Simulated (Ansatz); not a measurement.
Geometry relaxation, with input and output: InSb (part 1 of 2)

- system: InSb (F-43m, 2 atoms in the cell)
- method: DFT PBE, scalar-relativistic, plane waves, PAW, no spin polarisation (Ansatz 0.2.0)

It belongs to a series of runs on one base structure; here: elastic constants, atoms relaxed.

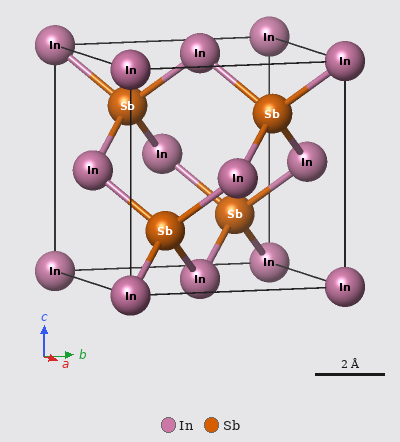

Figure 1. The structure as given in the input (ball-and-stick view of the cell 4 times as large as that of the calculation, set on its symmetry axes, seen slightly off an axis). An atom can appear more than once, as a periodic image. Near neighbours in the periodic cell (some may lie outside the picture): In has 4 Sb at 2.88 Å; Sb has 4 In at 2.88 Å.

Summary:

- outcome: converged
- space group (tolerance 0.01 Å): F-43m (216) → R3m (160)
- electrons treated: 28
- free energy: −12082.5865 eV
- Fermi energy: 6.551 eV
- gap on the k-point mesh: none (metallic)
- pressure: −0.37 GPa
- final volume: 73.91 Å³
- bulk modulus (Hill): 34.5 GPa
- shear modulus (Hill): 18.4 GPa
- largest force (length of the vector) at the end: under 0.001 eV/Å
- final cell: a = 4.710 Å, b = 4.710 Å, c = 4.710 Å, α = 60.00°, β = 60.00°, γ = 60.00°
- elastic stability: stable
- hardware: 4 threads of Intel Xeon @ 2.50GHz (Skylake/Cascade Lake), 189 GiB of memory available, shared host
- wall time: 100 s (CPU time 6.1 min)
- peak memory: 0.55 GiB

Remarks:

Results for this metal are sensitive to the k-point mesh.

The input:
```yaml
crystal:
  lattice:
    - [0.0, 3.3308, 3.3308]
    - [3.3308, 0.0, 3.3308]
    - [3.3308, 3.3308, 0.0]
  atoms:
    - { symbol: In, position: [0.0, 0.0, 0.0] }
    - { symbol: Sb, position: [0.25, 0.25, 0.25] }
basis:
  ecutwfc: 420
kpoints:
  mp_grid: { grid: [8, 8, 8] }
hamiltonian:
  xc: pbe
scf:
  occupations: { method: fermi_dirac, width: 0.15 }
output:
  forces: true
  stress: true
  eigenvalues: true
elastic:
  mode: relaxed_ion
  amplitude: 0.005
```

Launched with:
```bash
ansatz run input.yaml --threads 4 --pin off --max-ram 12288MiB --backend cpu --events-out ev --progress --plain --runs-dir out
```

Output:
```
band count auto-derived: 19 (N_el = 28.0; filled up to band 14; 18 by the electrons, moments and atoms)
Engine: ansatz 0.2.0, x86_64-unknown-linux-gnu
Pseudopotentials: kind: paw
Pseudopotential: In, paw, valence charge 13, recommended cutoff 420 eV (normal), In.paw.azcp
Pseudopotential: Sb, paw, valence charge 15, recommended cutoff 420 eV (normal), Sb.paw.azcp
Functional definition: PBE
  parameter kappa = 0.804
  parameter beta = 0.06672455060314922
  exchange = pbe_x(kappa = kappa, mu = beta*pi^2/3)
  correlation = pbe_c(beta = beta)
Crystal: 2 atoms, lattice volume = 73.905 Å³
Basis set: ecut = 420 eV, 1459 PW (Γ), exchange–correlation on 64×64×64 points (8 copies of the dense FFT grid, shifted against one another)
Bands: 19, of which v1, the nominal top of the filled ones, is band 14 counted from 1 (13 counted from 0)
Symmetry: 24 space group operations
Space group: F-43m (ITA 216), of the structure as read, at distance tolerance 4.2e-5 Å
k-points: 29 of 512 (time reversal used)
Non-local potential: In, projectors of the file, l = 0: 2, l = 1: 2, l = 2: 2, l = 3: 2
Non-local potential: Sb, projectors of the file, l = 0: 2, l = 1: 2, l = 2: 2, l = 3: 2
PAW form: soft (Blöchl's): semilocal exchange-correlation on the pseudo side does not see the compensation charge
PAW one-centre angular grid: In, 590 points (default); XC on 64 Gauss nodes
PAW one-centre angular grid: Sb, 590 points (default); XC on 64 Gauss nodes
Initial density: superposition of atomic densities (neutral atoms: chi_scale 0, normalization atom), corrected by the library's trained network
Initial wavefunctions: pseudopotential atomic-orbital guess
Functional: x = pbe(κ = 0.804, μ = 0.2195149727645171), c = pbe(β = 0.06672455060314922)
SCF iter   1: F=—  HF=-12082.588851 eV  |F-HF|=—  |Δ(HF+E_count)|=         —  Δρ=1.66e-3  dr2=5.01e-3  ethr=1.77e-3  ⟨swp⟩=6.1  Hψ=2855  notcnv=0
preconditioner: auto → none  [insulator: Δε(μ)=0.385 eV  Ē_g=14.408 eV  σ=0.150 eV  W_gap=0.56  n_scr=14 (ndim 8)  ℏωp=18.3 eV  f_vac=0.130  D(μ)=0.13/eV (n_scr^D=0)  ε∞_Penn≈2.6]
SCF iter   2: F=—  HF=-12082.586369 eV  |F-HF|=—  |Δ(HF+E_count)|=   2.48e-3  Δρ=8.33e-4  dr2=6.14e-4  ethr=1.79e-5  ⟨swp⟩=2.0  Hψ=1045  notcnv=0
SCF iter   3: F=—  HF=-12082.586399 eV  |F-HF|=—  |Δ(HF+E_count)|=   3.03e-5  Δρ=2.41e-4  dr2=6.53e-5  ethr=2.19e-6  ⟨swp⟩=2.0  Hψ=810  notcnv=0
SCF iter   4: F=—  HF=-12082.586489 eV  |F-HF|=—  |Δ(HF+E_count)|=   9.01e-5  Δρ=1.17e-4  dr2=1.81e-5  ethr=2.33e-7  ⟨swp⟩=2.0  Hψ=659  notcnv=0
SCF iter   5: F=—  HF=-12082.586515 eV  |F-HF|=—  |Δ(HF+E_count)|=   2.60e-5  Δρ=2.62e-5  dr2=8.00e-7  ethr=6.46e-8  ⟨swp⟩=2.0  Hψ=682  notcnv=0
SCF iter   6: F=—  HF=-12082.586519 eV  |F-HF|=—  |Δ(HF+E_count)|=   3.65e-6  Δρ=3.58e-6  dr2=1.47e-8  ethr=2.86e-9  ⟨swp⟩=3.0  Hψ=992  notcnv=0
SCF iter   7: F=—  HF=-12082.586519 eV  |F-HF|=—  |Δ(HF+E_count)|=   3.25e-8  Δρ=7.85e-7  dr2=4.71e-10  ethr=5.25e-11  ⟨swp⟩=2.0  Hψ=830  notcnv=0
SCF iter   8: F=—  HF=-12082.586519 eV  |F-HF|=—  |Δ(HF+E_count)|=  4.55e-11  Δρ=9.03e-8  dr2=5.69e-12  ethr=1.68e-12  ⟨swp⟩=2.0  Hψ=821  notcnv=0
SCF iter   9: F=—  HF=-12082.586519 eV  |F-HF|=—  |Δ(HF+E_count)|=  7.28e-12  Δρ=2.02e-8  dr2=3.13e-13  ethr=2.03e-14 (applied; sched 1.00e-12)  ⟨swp⟩=2.0  Hψ=975  notcnv=0
SCF iter  10: F=-12082.586519 eV  HF=-12082.586519 eV  |F-HF|=7.28e-12  |Δ(HF+E_count)|=  3.64e-12  Δρ=2.12e-9  dr2=5.59e-15  ethr=1.00e-12  ⟨swp⟩=4.9  Hψ=1859  notcnv=0
SCF 1 converged in 10 iterations: F = -12082.586519 eV  dr2 = 5.59e-15
  greatest PAW one-centre occupation: 0.995 electrons in one spin orbital (limit 2), on the Sb atom at site 1 (counted from 0), in its partial waves of l = 2
Crystal: 2 atoms, lattice volume = 73.166 Å³
Basis set: ecut = 420 eV, 1435 PW (Γ), exchange–correlation on 64×64×64 points (8 copies of the dense FFT grid, shifted against one another)
Symmetry: 8 space group operations
k-points: 59 of 512 (time reversal used)
Initial density: handed on by an earlier stage of this run
Initial wavefunctions: those handed on with the density
iter 1 solved again at ethr=3.17e-7 eV; its pass at ethr=3.10e-3 eV (dr2=8.87e-5 eV) is discarded
SCF iter   1: F=—  HF=-12082.587042 eV  |F-HF|=—  |Δ(HF+E_count)|=         —  Δρ=3.47e-4  dr2=8.95e-5  ethr=3.17e-7  ⟨swp⟩=2.0  Hψ=7391  notcnv=0
preconditioner: auto → none  [insulator: Δε(μ)=0.390 eV  Ē_g=14.429 eV  σ=0.150 eV  W_gap=0.57  n_scr=14 (ndim 8)  ℏωp=18.4 eV  f_vac=0.117  D(μ)=0.12/eV (n_scr^D=0)  ε∞_Penn≈2.6]
SCF iter   2: F=—  HF=-12082.587051 eV  |F-HF|=—  |Δ(HF+E_count)|=   9.20e-6  Δρ=1.72e-4  dr2=1.91e-5  ethr=3.17e-7  ⟨swp⟩=1.0  Hψ=1121  notcnv=0
SCF iter   3: F=—  HF=-12082.587059 eV  |F-HF|=—  |Δ(HF+E_count)|=   7.97e-6  Δρ=2.79e-5  dr2=8.80e-7  ethr=6.83e-8  ⟨swp⟩=2.0  Hψ=1358  notcnv=0
SCF iter   4: F=—  HF=-12082.587059 eV  |F-HF|=—  |Δ(HF+E_count)|=   5.69e-7  Δρ=1.19e-5  dr2=8.58e-8  ethr=3.14e-9  ⟨swp⟩=2.0  Hψ=1657  notcnv=0
SCF iter   5: F=—  HF=-12082.587059 eV  |F-HF|=—  |Δ(HF+E_count)|=   3.85e-8  Δρ=2.04e-6  dr2=3.25e-9  ethr=3.06e-10  ⟨swp⟩=2.0  Hψ=1653  notcnv=0
SCF iter   6: F=—  HF=-12082.587059 eV  |F-HF|=—  |Δ(HF+E_count)|=   1.56e-9  Δρ=4.14e-7  dr2=3.17e-10  ethr=1.16e-11  ⟨swp⟩=2.0  Hψ=1677  notcnv=0
SCF iter   7: F=—  HF=-12082.587059 eV  |F-HF|=—  |Δ(HF+E_count)|=  1.00e-10  Δρ=1.23e-7  dr2=1.02e-11  ethr=1.13e-12  ⟨swp⟩=2.0  Hψ=1374  notcnv=0
SCF iter   8: F=—  HF=-12082.587059 eV  |F-HF|=—  |Δ(HF+E_count)|=  2.36e-11  Δρ=2.05e-8  dr2=3.42e-13  ethr=3.66e-14 (applied; sched 1.00e-12)  ⟨swp⟩=2.7  Hψ=1809  notcnv=0
SCF iter   9: F=-12082.587059 eV  HF=-12082.587059 eV  |F-HF|=1.82e-12  |Δ(HF+E_count)|=  1.82e-12  Δρ=2.36e-9  dr2=4.06e-15  ethr=1.00e-12  ⟨swp⟩=5.0  Hψ=3764  notcnv=0
SCF 2 converged in 9 iterations: F = -12082.587059 eV  dr2 = 4.06e-15
[... from here on the iterations of each SCF are left out, up to the last one ...]
Crystal: 2 atoms, lattice volume = 74.644 Å³
preconditioner: auto → none  [insulator: Δε(μ)=0.372 eV  Ē_g=14.350 eV  σ=0.150 eV  W_gap=0.55  n_scr=14 (ndim 8)  ℏωp=18.2 eV  f_vac=0.122  D(μ)=0.14/eV (n_scr^D=0)  ε∞_Penn≈2.6]
SCF 3 converged in 7 iterations: F = -12082.583628 eV  dr2 = 2.59e-15
Crystal: 2 atoms, lattice volume = 74.275 Å³
preconditioner: auto → none  [insulator: Δε(μ)=0.389 eV  Ē_g=14.370 eV  σ=0.150 eV  W_gap=0.57  n_scr=14 (ndim 8)  ℏωp=18.3 eV  f_vac=0.120  D(μ)=0.13/eV (n_scr^D=0)  ε∞_Penn≈2.6]
SCF 4 converged in 5 iterations: F = -12082.585372 eV  dr2 = 8.41e-15
Crystal: 2 atoms, lattice volume = 73.536 Å³
Basis set: ecut = 420 eV, 1451 PW (Γ), exchange–correlation on 64×64×64 points (8 copies of the dense FFT grid, shifted against one another)
preconditioner: auto → none  [insulator: Δε(μ)=0.397 eV  Ē_g=14.410 eV  σ=0.150 eV  W_gap=0.58  n_scr=14 (ndim 8)  ℏωp=18.4 eV  f_vac=0.119  D(μ)=0.13/eV (n_scr^D=0)  ε∞_Penn≈2.6]
SCF 5 converged in 5 iterations: F = -12082.587094 eV  dr2 = 4.61e-15
Crystal: 2 atoms, lattice volume = 73.903 Å³
Basis set: ecut = 420 eV, 1455 PW (Γ), exchange–correlation on 64×64×64 points (8 copies of the dense FFT grid, shifted against one another)
Symmetry: 4 space group operations
k-points: 95 of 512 (time reversal used)
Initial wavefunctions: pseudopotential atomic-orbital guess (no wavefunctions were taken with the density)
preconditioner: auto → Kerker (q_TF=auto, 2.321 Å⁻¹)  [metal: Δε(μ)=0.315 eV  Ē_g=14.390 eV  σ=0.150 eV  W_gap=0.48  n_scr=14 (ndim 8)  ℏωp=18.3 eV  f_vac=0.119  D(μ)=0.13/eV (n_scr^D=0)]
preconditioner: auto → none  [insulator: Δε(μ)=0.343 eV  Ē_g=14.390 eV  σ=0.150 eV  W_gap=0.51  n_scr=14 (ndim 8)  ℏωp=18.3 eV  f_vac=0.119  D(μ)=0.13/eV (n_scr^D=0)  ε∞_Penn≈2.6]
SCF 6 converged in 11 iterations: F = -12082.585678 eV  dr2 = 1.93e-14
relax step   1: F+E_penalty+E_count = -12082.58567817 eV  Δ(F+E_penalty+E_count) = +0.000e0 eV  max|allowed force component| = 5.946e-2 eV/Å  Δτ_max = 0.0000 Å  (11 SCF iters, accepted)
preconditioner: auto → Kerker (q_TF=auto, 2.321 Å⁻¹)  [metal: Δε(μ)=0.309 eV  Ē_g=14.389 eV  σ=0.150 eV  W_gap=0.47  n_scr=14 (ndim 8)  ℏωp=18.3 eV  f_vac=0.120  D(μ)=0.13/eV (n_scr^D=0)]
SCF 7 converged in 12 iterations: F = -12082.585752 eV  dr2 = 1.40e-14
relax step   2: F+E_penalty+E_count = -12082.58575218 eV  Δ(F+E_penalty+E_count) = -7.401e-5 eV  max|allowed force component| = 5.204e-2 eV/Å  Δτ_max = 0.0100 Å  (12 SCF iters, accepted)
preconditioner: auto → none  [insulator: Δε(μ)=0.336 eV  Ē_g=14.389 eV  σ=0.150 eV  W_gap=0.51  n_scr=14 (ndim 8)  ℏωp=18.3 eV  f_vac=0.120  D(μ)=0.13/eV (n_scr^D=0)  ε∞_Penn≈2.6]
SCF 8 converged in 9 iterations: F = -12082.585995 eV  dr2 = 6.96e-15
relax step   3: F+E_penalty+E_count = -12082.58599521 eV  Δ(F+E_penalty+E_count) = -2.430e-4 eV  max|allowed force component| = 1.765e-5 eV/Å  Δτ_max = 0.0047 Å  (9 SCF iters, accepted)
preconditioner: auto → none  [insulator: Δε(μ)=0.337 eV  Ē_g=14.389 eV  σ=0.150 eV  W_gap=0.51  n_scr=14 (ndim 8)  ℏωp=18.3 eV  f_vac=0.120  D(μ)=0.13/eV (n_scr^D=0)  ε∞_Penn≈2.6]
SCF 9 converged in 2 iterations: F = -12082.585995 eV  dr2 = 5.26e-14
preconditioner: auto → none  [insulator: Δε(μ)=0.359 eV  Ē_g=14.390 eV  σ=0.150 eV  W_gap=0.53  n_scr=14 (ndim 8)  ℏωp=18.3 eV  f_vac=0.119  D(μ)=0.13/eV (n_scr^D=0)  ε∞_Penn≈2.6]
SCF 10 converged in 10 iterations: F = -12082.586315 eV  dr2 = 3.03e-14
relax step   1: F+E_penalty+E_count = -12082.58631453 eV  Δ(F+E_penalty+E_count) = +0.000e0 eV  max|allowed force component| = 2.972e-2 eV/Å  Δτ_max = 0.0000 Å  (10 SCF iters, accepted)
preconditioner: auto → none  [insulator: Δε(μ)=0.371 eV  Ē_g=14.390 eV  σ=0.150 eV  W_gap=0.55  n_scr=14 (ndim 8)  ℏωp=18.3 eV  f_vac=0.119  D(μ)=0.13/eV (n_scr^D=0)  ε∞_Penn≈2.6]
SCF 11 converged in 8 iterations: F = -12082.586394 eV  dr2 = 6.50e-14
relax step   2: F+E_penalty+E_count = -12082.58639376 eV  Δ(F+E_penalty+E_count) = -7.923e-5 eV  max|allowed force component| = 1.955e-5 eV/Å  Δτ_max = 0.0027 Å  (8 SCF iters, accepted)
SCF 12 converged in 2 iterations: F = -12082.586394 eV  dr2 = 6.51e-14
SCF 13 converged in 10 iterations: F = -12082.586315 eV  dr2 = 3.08e-14
relax step   1: F+E_penalty+E_count = -12082.58631453 eV  Δ(F+E_penalty+E_count) = +0.000e0 eV  max|allowed force component| = 2.972e-2 eV/Å  Δτ_max = 0.0000 Å  (10 SCF iters, accepted)
SCF 14 converged in 8 iterations: F = -12082.586394 eV  dr2 = 6.45e-14
relax step   2: F+E_penalty+E_count = -12082.58639376 eV  Δ(F+E_penalty+E_count) = -7.923e-5 eV  max|allowed force component| = 4.582e-10 eV/Å  Δτ_max = 0.0027 Å  (8 SCF iters, accepted)
SCF 15 converged in 2 iterations: F = -12082.586394 eV  dr2 = 6.46e-14
SCF 16 converged in 11 iterations: F = -12082.585678 eV  dr2 = 1.94e-14
relax step   1: F+E_penalty+E_count = -12082.58567817 eV  Δ(F+E_penalty+E_count) = +0.000e0 eV  max|allowed force component| = 5.946e-2 eV/Å  Δτ_max = 0.0000 Å  (11 SCF iters, accepted)
preconditioner: auto → none  [insulator: Δε(μ)=0.337 eV  Ē_g=14.390 eV  σ=0.150 eV  W_gap=0.51  n_scr=14 (ndim 8)  ℏωp=18.3 eV  f_vac=0.120  D(μ)=0.13/eV (n_scr^D=0)  ε∞_Penn≈2.6]
SCF 17 converged in 9 iterations: F = -12082.585995 eV  dr2 = 9.40e-15
relax step   2: F+E_penalty+E_count = -12082.58599521 eV  Δ(F+E_penalty+E_count) = -3.170e-4 eV  max|allowed force component| = 1.269e-6 eV/Å  Δτ_max = 0.0053 Å  (9 SCF iters, accepted)
iter 1 solved again at ethr=1.00e-12 eV; its pass at ethr=3.10e-3 eV (dr2=1.45e-13 eV) is discarded
SCF iter   1: F=—  HF=-12082.585996 eV  |F-HF|=—  |Δ(HF+E_count)|=         —  Δρ=1.68e-8  dr2=1.23e-13  ethr=1.00e-12  ⟨swp⟩=2.0  Hψ=10172  notcnv=0
SCF iter   2: F=-12082.585995 eV  HF=-12082.585995 eV  |F-HF|=1.82e-12  |Δ(HF+E_count)|=   3.22e-7  Δρ=9.53e-9  dr2=5.40e-14  ethr=1.00e-12  ⟨swp⟩=3.0  Hψ=8521  notcnv=0
SCF 18 converged in 2 iterations: F = -12082.585995 eV  dr2 = 5.40e-14
```

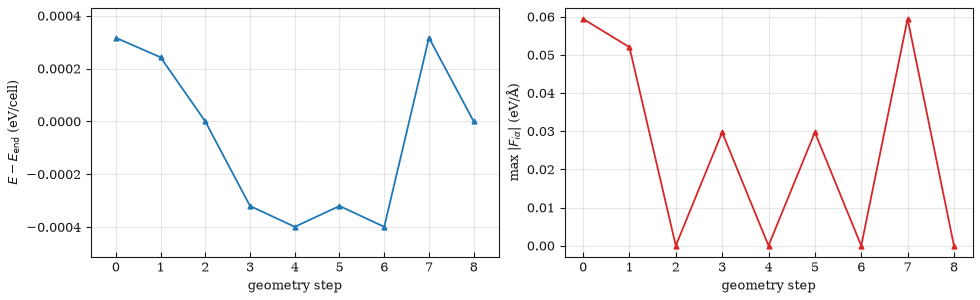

Figure 2. Progress of the relaxation, step by step (the first geometry is step 0 here and step 1 in the log). Over 8 geometry steps the energy falls by 0.3 meV per cell of the calculation. Largest force component: 0.059 eV/Å at the start, under 0.0001 eV/Å at the end. The largest moves, 0.013 Å, are those of In1 and Sb2. Largest moves by element: In 0.013 Å, Sb 0.013 Å. The cell stays as it was. Among the contacts that change: In1–Sb2 2.894 → 2.869 Å. The space group (tolerance 0.01 Å) goes from Cm (No. 8) to R3m (No. 160). (Atoms are counted from 1 in the order of the input.)
